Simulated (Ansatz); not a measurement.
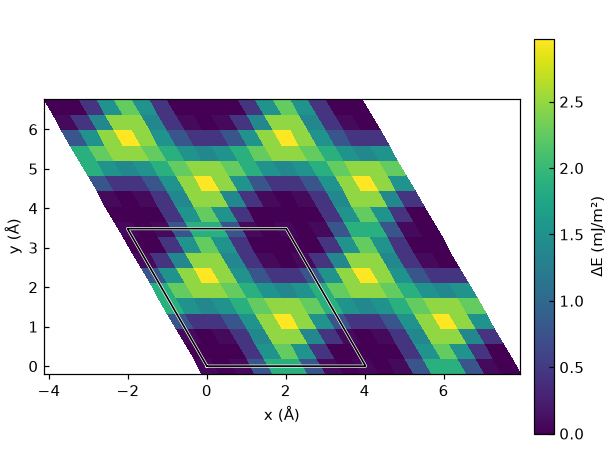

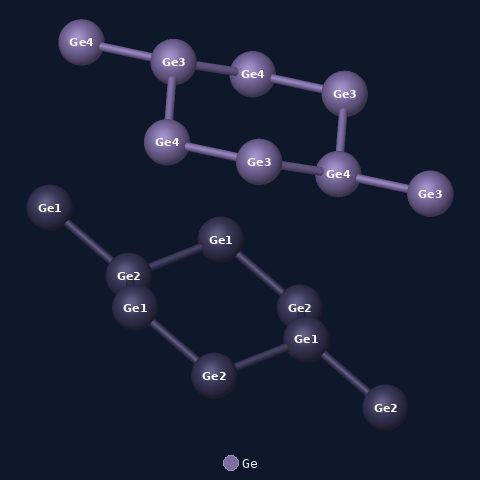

Energy landscape of a bilayer of two Ge sheets of the honeycomb type, the upper one turned by 180 degrees about the normal (4 atoms in the cell). The upper layer of a bilayer is slid over the lower one; relaxed at each slide: nothing; the origin of the map has Ge4 above Ge1; the distance between the facing planes is held at 4.35 Å. Places are given modulo a cell vector. The map is drawn in real space over the plane of the slide. Grid: 9 × 9 points; 12 points were computed and 69 follow by symmetry. Energies: mJ/m², counted from the lowest grid point. At a held distance the lowest stacking need not be the one that binds best once the distance relaxes. All numbers below come from DFT PBE+D3(BJ), scalar-relativistic, plane waves, PAW in Ansatz. Settings: cutoff 420 eV, k-mesh 9×9×1, gaussian smearing 0.1 eV, no spin polarisation.

Drawn: one coloured cell a grid point, the outline of one cell of the 2 × 2 shown. The second picture is the structure at the lowest point; the lower layer is drawn fainter.

> Where are the wells?

The lowest grid point is at (0/9, 1/9) of the cell vectors. The same energy is found at (0/9, 8/9) of the cell vectors. The highest grid point, (3/9, 6/9) of the cell vectors, lies 2.97 mJ/m² above the lowest. Facing atoms of the upper layer at the lowest point: Ge above no special site; at the highest: Ge above Ge of a deeper plane.

Time for the 12 points that were run: 3.4 min on 1 thread of Intel(R) Xeon(R) Platinum 8488C (Sapphire Rapids), on a shared host.

PAW datasets: the set soft_1.
